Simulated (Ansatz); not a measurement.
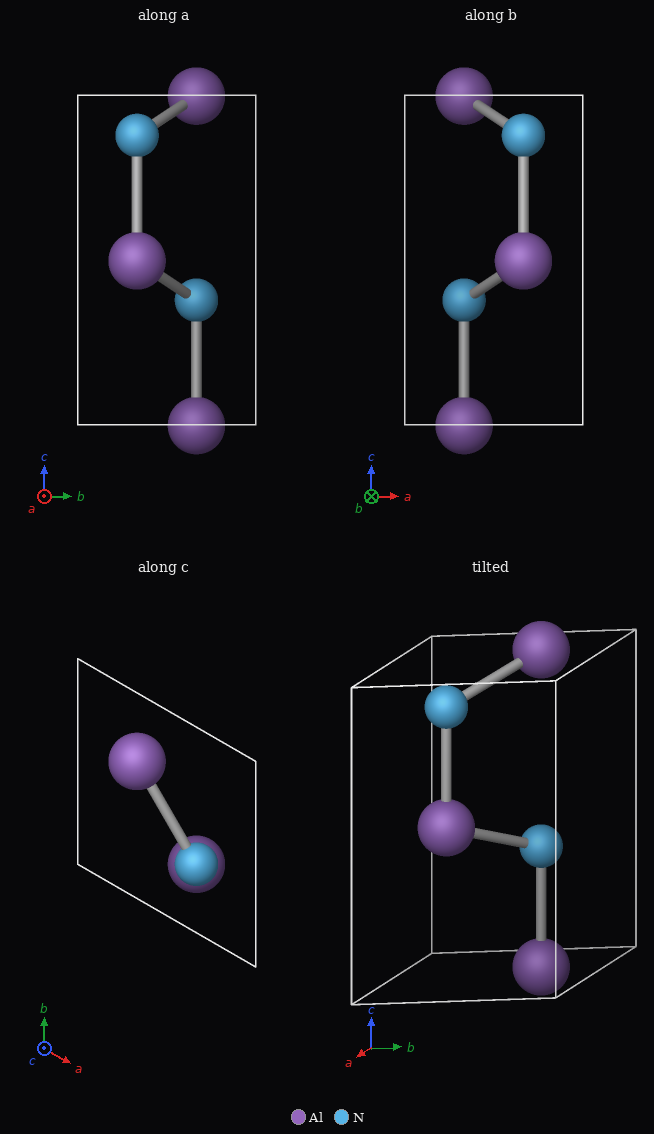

The figure gives a ball-and-stick picture of the atoms, viewed along the a axis, along the b axis, along the c axis and slightly off an axis. One conventional unit cell is framed, with atoms on its boundary repeated.

Lattice parameters: a = 3.2453 Å, b = 3.2453 Å, c = 5.2006 Å, α = 90.000°, β = 90.000°, γ = 120.000°.

### Set out the cell and atoms as a CIF in P1 with every atom of the cell, with free fractional coordinates to two decimals.

```cif
data_structure
_symmetry_space_group_name_H-M 'P 1'
_symmetry_Int_Tables_number 1
_cell_length_a 3.2453
_cell_length_b 3.2453
_cell_length_c 5.2006
_cell_angle_alpha 90.000
_cell_angle_beta 90.000
_cell_angle_gamma 120.000
_cell_volume 47.43
loop_
_atom_site_label
_atom_site_type_symbol
_atom_site_fract_x
_atom_site_fract_y
_atom_site_fract_z
_atom_site_occupancy
Al1 Al 0.3333 0.6667 0.00 1
Al2 Al 0.6667 0.3333 0.50 1
N1 N 0.3333 0.6667 0.38 1
N2 N 0.6667 0.3333 0.88 1
```

The model was built from a structure type filled with these elements by a generator (whether the compound takes this form wasn't checked). The cell was then strained or its atoms displaced on purpose. It was run through Ansatz as a DFT input.

At this level of theory the cell isn't at rest (stretched, at -17 GPa), so its distances can differ from those at equilibrium, the more so the softer the solid.
